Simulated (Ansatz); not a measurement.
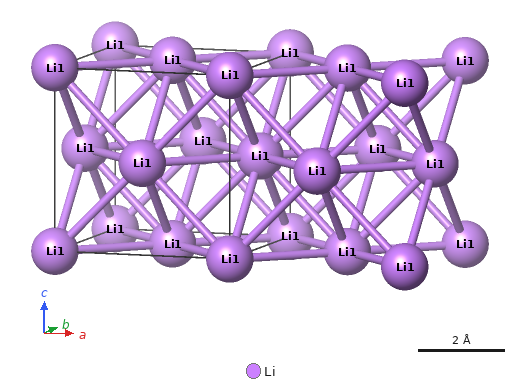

This is crystalline Li (set up in Fm-3m). Style: ball-and-stick. Shown: the conventional cell (4 times the calculation's cell), repeated 2 × 1 × 1 with one cell outlined, slightly off an axis. Lengths and directions refer to the drawn axes.

The calculation used DFT PBE, scalar-relativistic, plane waves, PAW (Ansatz 0.2.0). (plane-wave cutoff 420 eV; k-point mesh 16 × 16 × 16; occupations gaussian; smearing width 0.1 eV; no spin polarisation)

Change: All lengths are scaled by −3.1 % (volume −9.0 %), the atoms keeping their fractional coordinates. No relaxation follows.

The input:
```yaml
crystal:
  lattice:
    - [0.0, 2.0930093369, 2.0930093369]
    - [2.0930093369, 0.0, 2.0930093369]
    - [2.0930093369, 2.0930093369, 0.0]
  atoms:
    - { symbol: Li, position: [0.0, 0.0, 0.0] }
basis:
  ecutwfc: 420
kpoints:
  mp_grid: { grid: [16, 16, 16] }
hamiltonian:
  xc: pbe
scf:
  occupations: { method: gaussian, width: 0.1 }
output:
  forces: true
  stress: true
  eigenvalues: true
```

Run as
```bash
ansatz run input.yaml --threads 1 --pin off --max-ram 2560MiB --backend cpu --events-out ev --progress --plain --runs-dir out
```

Question: What does the calculation give for the changed structure?

Answer: The energy rises by 8.5 meV per atom. Pressure: 0.0 GPa before, 1.6 GPa after. All forces vanish by symmetry. Both are metals. Near-neighbour distances before and after: Li–Li 3.054 → 2.960 Å. The space group stays Fm-3m (No. 225).

Drawn alike, the variant:

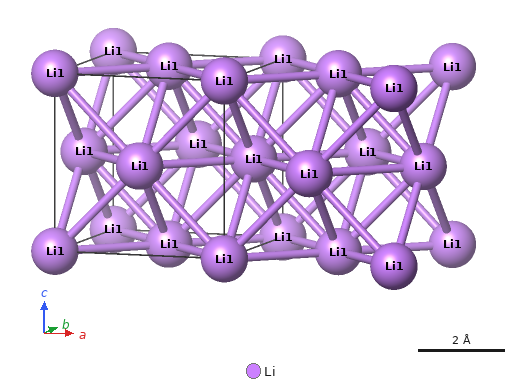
